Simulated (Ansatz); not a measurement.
**Run report: Al, geometry relaxation (part 2 of 3)**

Al (slab, 36 atoms in the cell); DFT PBE+D3(BJ), scalar-relativistic, plane waves, PAW, no spin polarisation (Ansatz 0.2.0); cutoff 420 eV, 3×3×1 k-mesh, Gaussian smearing of 0.1 eV. The structure derives from an entry of the Crystallography Open Database. The input holds or restrains some coordinates. Forces given for the steps count only the free coordinates. It belongs to a series of runs on one base structure; here: clean slab, lower planes held.

## What the program printed, continued
```
SCF iter   1: F=—  HF=-19350.637050 eV  |F-HF|=—  |Δ(HF+E_count)|=         —  Δρ=2.74e-4  dr2=6.03e-3  ethr=2.02e-4  p=0.016 e·Å  D=1.87e-3 V/Å  ΔV_dip=-0.04 eV  dr2_dipole=1.52e-3  V_vac-E_F(+/−)=4.33/4.37 eV  ⟨swp⟩=2.0  Hψ=507  notcnv=0  defer=80
efield: sawtooth ramp at fractional position 0.9800 (handed on by an earlier solve), width 0.0400; the density the first Hamiltonian is built on has a dipole p = 0.016 e·Å; the dipole correction subtracts the counter field D = 1.87e-3 V/Å, which shifts the + side's vacuum level by -0.04 eV against the − side's; the planar-averaged density in the ramp window peaks in size at 1.6e-7 e/Å³
preconditioner: auto → LDOS  [insulator: Δε(μ)=0.231 eV  Ē_g=6.141 eV  σ=0.100 eV  W_gap=0.87  n_scr=144 (ndim 8)  ℏωp=9.7 eV  f_vac=0.489  D(μ)=7.79/eV (n_scr^D=26)  ε∞_Penn≈3.5  β→1.0]
SCF iter   2: F=—  HF=-19350.636677 eV  |F-HF|=—  |Δ(HF+E_count)|=   3.73e-4  Δρ=1.56e-4  dr2=4.06e-3  ethr=5.58e-6  p=0.025 e·Å  D=2.92e-3 V/Å  ΔV_dip=-0.06 eV  dr2_dipole=1.53e-3  V_vac-E_F(+/−)=4.33/4.39 eV  ⟨swp⟩=2.3  Hψ=510  notcnv=0  defer=80
SCF iter   3: F=—  HF=-19350.636152 eV  |F-HF|=—  |Δ(HF+E_count)|=   5.25e-4  Δρ=4.18e-5  dr2=2.86e-4  ethr=3.76e-6  p=0.011 e·Å  D=1.33e-3 V/Å  ΔV_dip=-0.03 eV  dr2_dipole=1.23e-4  V_vac-E_F(+/−)=4.35/4.38 eV  ⟨swp⟩=2.7  Hψ=306  notcnv=0  defer=80
SCF iter   4: F=—  HF=-19350.636133 eV  |F-HF|=—  |Δ(HF+E_count)|=   1.87e-5  Δρ=8.52e-6  dr2=6.81e-6  ethr=2.65e-7  p=0.013 e·Å  D=1.53e-3 V/Å  ΔV_dip=-0.03 eV  dr2_dipole=1.70e-7  V_vac-E_F(+/−)=4.35/4.38 eV  ⟨swp⟩=2.3  Hψ=351  notcnv=0  defer=80
SCF iter   5: F=—  HF=-19350.637687 eV  |F-HF|=—  |Δ(HF+E_count)|=   1.55e-3  Δρ=2.92e-6  dr2=8.93e-7  ethr=6.30e-9  p=0.013 e·Å  D=1.51e-3 V/Å  ΔV_dip=-0.03 eV  dr2_dipole=4.71e-7  V_vac-E_F(+/−)=4.35/4.38 eV  ⟨swp⟩=3.0  Hψ=426  notcnv=0  defer=80
SCF iter   6: F=-19350.637687 eV  HF=-19350.637687 eV  |F-HF|=3.50e-8  |Δ(HF+E_count)|=   3.16e-7  Δρ=8.33e-7  dr2=2.41e-8  ethr=9.26e-11  p=0.013 e·Å  D=1.52e-3 V/Å  ΔV_dip=-0.03 eV  dr2_dipole=4.27e-9  V_vac-E_F(+/−)=4.35/4.38 eV  ⟨swp⟩=20.0  Hψ=2702  notcnv=0
the search or the solves at the SCF's close seem to have found levels that the self-consistency loop had missed (the run counts 1). By its estimate they hold under 1e-12 electrons; where the run keeps them, the occupations were computed again with them
SCF 4 converged in 6 iterations: F = -19350.637687 eV  dr2 = 2.41e-8
relax step   4: F+E_penalty+E_count = -19350.63768744 eV  Δ(F+E_penalty+E_count) = -2.419e-3 eV  max|allowed force component| = 3.118e-2 eV/Å  Δτ_max = 0.0274 Å  (6 SCF iters, accepted)
SCF iter   1: F=—  HF=-19350.637683 eV  |F-HF|=—  |Δ(HF+E_count)|=         —  Δρ=1.44e-4  dr2=2.23e-3  ethr=1.38e-5  p=0.013 e·Å  D=1.52e-3 V/Å  ΔV_dip=-0.03 eV  dr2_dipole=5.72e-4  V_vac-E_F(+/−)=4.34/4.38 eV  ⟨swp⟩=2.0  Hψ=526  notcnv=0  defer=80
efield: sawtooth ramp at fractional position 0.9800 (handed on by an earlier solve), width 0.0400; the density the first Hamiltonian is built on has a dipole p = 0.013 e·Å; the dipole correction subtracts the counter field D = 1.52e-3 V/Å, which shifts the + side's vacuum level by -0.03 eV against the − side's; the planar-averaged density in the ramp window peaks in size at 2.0e-7 e/Å³
preconditioner: auto → LDOS  [insulator: Δε(μ)=0.240 eV  Ē_g=6.133 eV  σ=0.100 eV  W_gap=0.87  n_scr=144 (ndim 8)  ℏωp=9.7 eV  f_vac=0.487  D(μ)=7.04/eV (n_scr^D=18)  ε∞_Penn≈3.5  β→1.0]
SCF iter   2: F=—  HF=-19350.637583 eV  |F-HF|=—  |Δ(HF+E_count)|=   9.95e-5  Δρ=7.92e-5  dr2=1.45e-3  ethr=2.07e-6  p=0.008 e·Å  D=8.66e-4 V/Å  ΔV_dip=-0.02 eV  dr2_dipole=5.79e-4  V_vac-E_F(+/−)=4.35/4.37 eV  ⟨swp⟩=2.3  Hψ=441  notcnv=0  defer=80
SCF iter   3: F=—  HF=-19350.637439 eV  |F-HF|=—  |Δ(HF+E_count)|=   1.44e-4  Δρ=2.48e-5  dr2=1.27e-4  ethr=1.35e-6  p=0.016 e·Å  D=1.79e-3 V/Å  ΔV_dip=-0.04 eV  dr2_dipole=6.29e-5  V_vac-E_F(+/−)=4.33/4.37 eV  ⟨swp⟩=2.3  Hψ=298  notcnv=0  defer=80
SCF iter   4: F=—  HF=-19350.637424 eV  |F-HF|=—  |Δ(HF+E_count)|=   1.53e-5  Δρ=4.96e-6  dr2=2.67e-6  ethr=1.17e-7  p=0.014 e·Å  D=1.61e-3 V/Å  ΔV_dip=-0.04 eV  dr2_dipole=8.26e-10  V_vac-E_F(+/−)=4.34/4.37 eV  ⟨swp⟩=2.0  Hψ=325  notcnv=0  defer=80
SCF iter   5: F=—  HF=-19350.639025 eV  |F-HF|=—  |Δ(HF+E_count)|=   1.60e-3  Δρ=2.49e-6  dr2=6.65e-7  ethr=2.47e-9  p=0.014 e·Å  D=1.62e-3 V/Å  ΔV_dip=-0.04 eV  dr2_dipole=2.77e-7  V_vac-E_F(+/−)=4.34/4.37 eV  ⟨swp⟩=3.3  Hψ=454  notcnv=0  defer=80
SCF iter   6: F=-19350.639025 eV  HF=-19350.639025 eV  |F-HF|=3.64e-8  |Δ(HF+E_count)|=   9.80e-8  Δρ=9.94e-7  dr2=1.53e-8  ethr=9.26e-11  p=0.014 e·Å  D=1.62e-3 V/Å  ΔV_dip=-0.04 eV  dr2_dipole=3.43e-9  V_vac-E_F(+/−)=4.34/4.37 eV  ⟨swp⟩=20.7  Hψ=2461  notcnv=0
SCF 5 converged in 6 iterations: F = -19350.639025 eV  dr2 = 1.53e-8
relax step   5: F+E_penalty+E_count = -19350.63902472 eV  Δ(F+E_penalty+E_count) = -1.337e-3 eV  max|allowed force component| = 6.567e-3 eV/Å  Δτ_max = 0.0125 Å  (6 SCF iters, accepted)
```

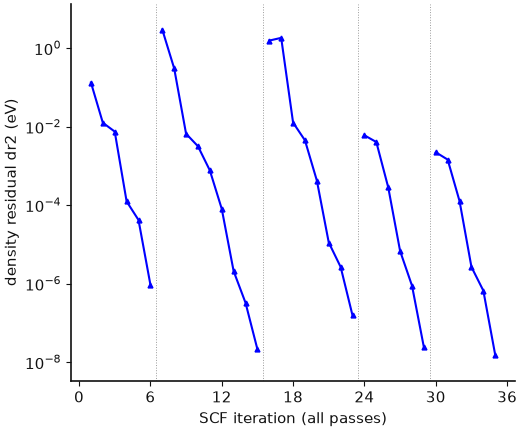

Fig. 1: Convergence of the self-consistent field: density residual dr2 against the SCF iteration. The dotted lines part the SCF passes of the relaxation: geometry steps, rejected trials and re-solves on a re-selected basis. The 5 passes take 6 to 9 iterations each, 35 in all.

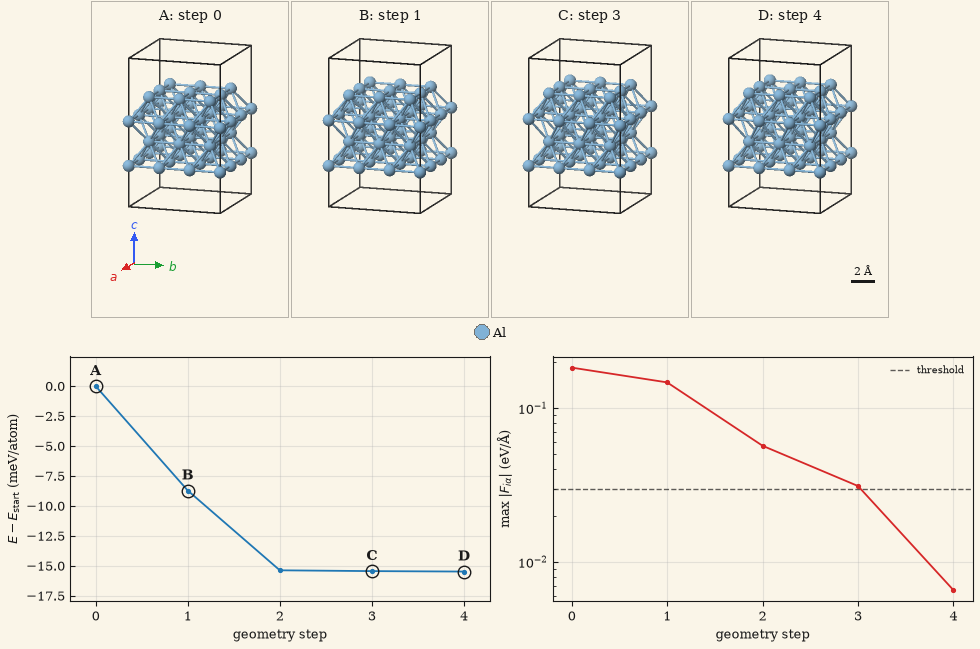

Fig. 2: Frames of the restrained relaxation (ball-and-stick view of the cell of the calculation, with the vacuum cut short (origin shifted), seen slightly off an axis) above the curves, on which the letters mark them (the first geometry is step 0 here and step 1 in the log).

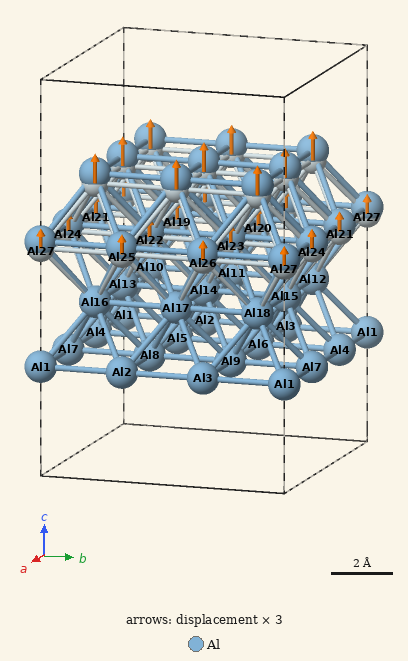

Fig. 3: Start (faint) and end (solid) with the displacements as orange arrows, magnified 3 times (ball-and-stick view of the cell of the calculation, with the vacuum cut short (origin shifted), seen slightly off an axis). After 4 geometry steps the energy has fallen by 15.5 meV per atom. The largest force component goes from 0.18 to 0.0066 eV/Å. The largest moves, 0.33 Å, are those of 9 atoms (Al28, Al29, Al30, Al31 and others). The lattice vectors keep their values. Distances before and after: Al10–Al19 2.816 → 2.978 Å, Al19–Al28 2.816 → 2.895 Å. (Atoms are counted from 1 in the order of the input.)

```
WARN: The output density's exchange-correlation potential varies sharply where the density is thin. Do not read a vacuum level from v_tot or v_xc, or from such a field of the output density. On a cell that repeats whose density bears no net charge and no dipole along the vacuum's axis use v_es (v_loc + v_h of the components); under efield.dipole_correction with no amplitude use v_es + v_field, which holds any external_charges[].barrier, or the levels of the report's work_function block, which leave it out; under a non-zero efield.amplitude the vacuum is tilted and has no level; on a cell that repeats and bears such a dipole with no correction it is tilted too, and efield.dipole_correction with no amplitude gives each side of its ramp a level where efield: is served; in a cell that repeats whose density bears a net charge (total_charge, or a fill off its count) it is curved and has none; of a slab under crystal.periodic whose density bears no net charge use v_es, which has a level on each side, short of where the two are joined; of another it falls or rises all the way out and has none; of a slab beside external_charges read slab_vacuum_level instead, which it has where they leave it neutral. The grid or the basis barely resolves most such structure, and the values can differ between equally converged runs; as a rule a tighter scf.convergence.dr2_threshold does not remove it. Where the density itself ripples (under the LDA too) a higher basis.ecutwfc lessens it. The files hold the spikes' plane waves up to the density's cutoff. Files: v_tot_of_output_density and the like, and their columns of v_z.tsv (output.write_potential); v_xc_of_output_density and the like, and their columns of v_comp_z.tsv (output.write_potential_components). Measured: with its Gaussian average of σ = 0.25 Å subtracted twice, the exchange-correlation potential is over 0.1 eV at 9 of the grid points where the equally averaged density (valence and model cores) is under 1e-3 e/Å³, and 0.111 eV at the most among them, at an averaged density of 2.2e-8 e/Å³. The input density's (outcome.potential() and, of a run that writes arrays, v_tot and v_xc) is over 0.1 eV, so measured, at 9 points of its own thin density, 0.142 eV at the most. See output.write_potential in the manual, Limitations
SCF converged after 6 iterations
Free energy (F): -19350.639025 eV
Harris-Foulkes:  -19350.639025 eV  (|F-HF|=3.64e-8)
Internal energy: -19350.603693 eV  (E = F + TS)
E sigma→0 (E₀):  -19350.621359 eV
Entropy (-TS):   -0.035332 eV (-0.981 meV/atom)
Fermi energy:    0.386515 eV
Dipole field:    D = 0.001593 V/Å  (p = 0.013812 e·Å, saw-weighted, corrected)
Work function:   Φ+ = 4.3365 eV   Φ− = 4.3715 eV
Levels:          The Fermi level and band energies are counted from a zero that moves with the ramp; work functions are not
--- Per-component energies (eV) ---
  E_band       = -405.449104
  E_kinetic    = 773.742350
  E_local      = -20176.751593  (includes V_loc(G=0)·N_el)
  E_nonlocal   = 377.741442
  E_hartree    = 9879.041541
  E_xc         = -1404.401549
  E_vxc        = -1007.385758  (∫ρ·V_xc dr)
  E_paw        = -16822.785232  (= ΣΔE_a)
  E_vpaw       = -130.856439  (= ΣTr[D̂ρ^β])
  E_aug_tail   = -0.000074  (compensation charges beyond the density's cutoff)
  E_efield     = 0.000011  (sawtooth field / dipole correction)
  E_vefield    = -0.023830  (∫n·V_field dr)
  E_ewald      = 8031.479320
  E_disp       = -8.669908  (pairwise vdW)
  E_smearing   = -0.035332  (= −TS)
  E_closure    = 0.000000  (closes the sum)
  Σ components = -19350.639025   (vs F -19350.639025, Δ=0.00e0)
--- Forces (eV/Å), atoms counted from 1 ---
  atom   1  Al    -0.00000000    -0.00000000    -0.44272872
  atom   2  Al    -0.00000000    -0.00000000    -0.44272872
  atom   3  Al    -0.00000000    -0.00000000    -0.44272872
  atom   4  Al    -0.00000000    -0.00000000    -0.44272872
  atom   5  Al    -0.00000000    -0.00000000    -0.44272872
  atom   6  Al    -0.00000000    -0.00000000    -0.44272872
  atom   7  Al    -0.00000000     0.00000000    -0.44272872
  atom   8  Al    -0.00000000     0.00000000    -0.44272872
  atom   9  Al    -0.00000000    -0.00000000    -0.44272872
  atom  10  Al    -0.00000000    -0.00000000     0.44731732
  atom  11  Al    -0.00000000     0.00000000     0.44731732
  atom  12  Al    -0.00000000    -0.00000000     0.44731732
  atom  13  Al    -0.00000000     0.00000000     0.44731732
  atom  14  Al    -0.00000000    -0.00000000     0.44731732
  atom  15  Al     0.00000000     0.00000000     0.44731732
  atom  16  Al    -0.00000000    -0.00000000     0.44731732
  atom  17  Al    -0.00000000    -0.00000000     0.44731732
  atom  18  Al    -0.00000000    -0.00000000     0.44731732
  atom  19  Al    -0.00000000     0.00000000    -0.00656665
  atom  20  Al    -0.00000000     0.00000000    -0.00656665
  atom  21  Al    -0.00000000     0.00000000    -0.00656665
  atom  22  Al    -0.00000000     0.00000000    -0.00656665
  atom  23  Al    -0.00000000    -0.00000000    -0.00656665
  atom  24  Al    -0.00000000    -0.00000000    -0.00656665
  atom  25  Al    -0.00000000    -0.00000000    -0.00656665
  atom  26  Al    -0.00000000    -0.00000000    -0.00656665
  atom  27  Al    -0.00000000    -0.00000000    -0.00656665
  atom  28  Al     0.00000000     0.00000000     0.00197440
  atom  29  Al     0.00000000     0.00000000     0.00197440
  atom  30  Al     0.00000000    -0.00000000     0.00197440
  atom  31  Al     0.00000000     0.00000000     0.00197440
  atom  32  Al     0.00000000    -0.00000000     0.00197440
  atom  33  Al     0.00000000     0.00000000     0.00197440
  atom  34  Al     0.00000000     0.00000000     0.00197440
  atom  35  Al     0.00000000     0.00000000     0.00197440
  atom  36  Al     0.00000000    -0.00000000     0.00197440
  max |Σ_I F_I| component: 3.28e-5 eV/Å
--- Band table (eV) ---
  k-point 0: bands = ["-10.2898", "-9.1176", "-8.2380", "-8.2380", "-8.2380", "-8.2380", "-7.0807", "-7.0807", "-7.0807", "-7.0807", "-6.9050", "-6.2177", "-6.2177", "-6.2177", "-6.2177", "-5.0758", "-5.0758", "-5.0758", "-5.0758", "-4.8882", "-4.8882", "-4.8882", "-4.8882", "-4.2631", "-2.9032", "-2.9032", "-2.9032", "-2.9032", "-2.3287", "-2.3287", "-2.3287", "-2.3287", "-2.1860", "-2.1860", "-2.1860", "-2.1860", "-1.9048", "-1.1486", "-1.1486", "-1.1486", "-1.1486", "-0.9630", "-0.9630", "-0.9630", "-0.9630", "-0.3296", "-0.3296", "-0.3296", "-0.3296", "0.0159", "0.0159", "0.0159", "0.0159", "0.0956", "0.0956", "0.0956", "0.0956", "0.5908", "0.5908", "0.5908", "0.5908", "0.9963", "0.9963", "0.9963", "0.9963", "1.3698", "1.6549", "1.6549", "1.6549", "1.6549", "1.9893", "1.9893", "1.9893", "1.9893", "2.2104", "2.2104", "2.2104", "2.2104", "3.3665", "3.3665", "3.3665", "3.3665", "3.6314", "3.6314", "3.6314", "3.6314", "3.6596", "3.7586", "3.7586", "3.7586"]
  k-point 1: bands = ["-10.0604", "-9.3743", "-8.8898", "-8.2086", "-8.0118", "-8.0118", "-7.3358", "-7.3358", "-6.8562", "-6.8562", "-6.6794", "-6.6626", "-6.1852", "-6.1852", "-6.0049", "-5.5183", "-4.6737", "-4.6737", "-4.6658", "-4.6658", "-4.6591", "-4.0382", "-4.0013", "-4.0013", "-3.5470", "-3.5470", "-3.5298", "-3.3671", "-3.3406", "-2.7448", "-2.7448", "-2.1177", "-2.1177", "-1.9682", "-1.9682", "-1.6904", "-1.6455", "-1.6455", "-1.5006", "-1.5006", "-1.4081", "-1.3835", "-1.3835", "-1.3315", "-1.3315", "-1.0500", "-0.9427", "-0.9427", "-0.6830", "-0.3559", "-0.3559", "0.2293", "0.2293", "0.4701", "0.4701", "0.5111", "0.8659", "0.8659", "0.9859", "1.1478", "1.1478", "1.1990", "1.1990", "1.5197", "1.5197", "1.5786", "1.6112", "1.7755", "1.7755", "1.8439", "2.2516", "2.5549", "2.5549", "2.7190", "2.7190", "2.8306", "2.8306", "3.3480", "3.3480", "3.4703", "3.5594", "3.5594", "3.6165", "3.6275", "3.6275", "3.7844", "3.8175", "3.8175", "3.8445", "3.8445"]
```
